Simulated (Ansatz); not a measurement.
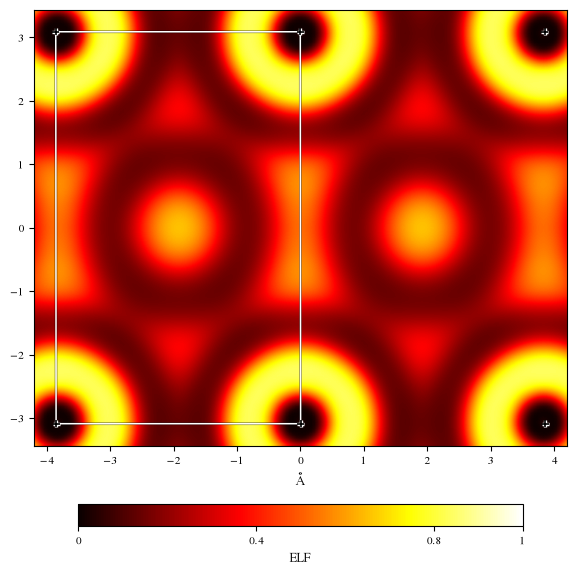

The electron localisation function on a plane through atoms (crosses mark nuclei in the plane).

The calculation used DFT, RPBE, plane waves (420 eV) with PAW, scalar-relativistic in Ansatz 0.2.0.

Candidates:
A. Y, a = 3.41 Å, b = 3.41 Å, c = 3.41 Å, α = 90.00°, β = 90.00°, γ = 90.00°. Space group Pm-3m; set up as Y, simple cubic; a generated structure, not necessarily the stable one; changed on purpose from its base cell (volume × 1.08); computed without spin polarisation.
B. Tl, a = 5.77 Å, b = 5.77 Å, c = 3.55 Å, α = 90.00°, β = 90.00°, γ = 120.00°. Space group P6/mmm; set up as Tl, omega (AlB2-type); a generated structure, not necessarily the stable one; computed without spin polarisation.
C. La, a = 3.85 Å, b = 3.85 Å, c = 6.18 Å, α = 90.05°, β = 90.05°, γ = 120.02°. Space group C2/c; set up as La, beta-Sn type; a generated structure, not necessarily the stable one.

### Which candidate gave the map?

Candidate C: La on the (100) plane of the standardised cell, which holds La. La–La (3.85 Å): the ELF is about 0.15 at the midpoint: no localised pair shows between them.
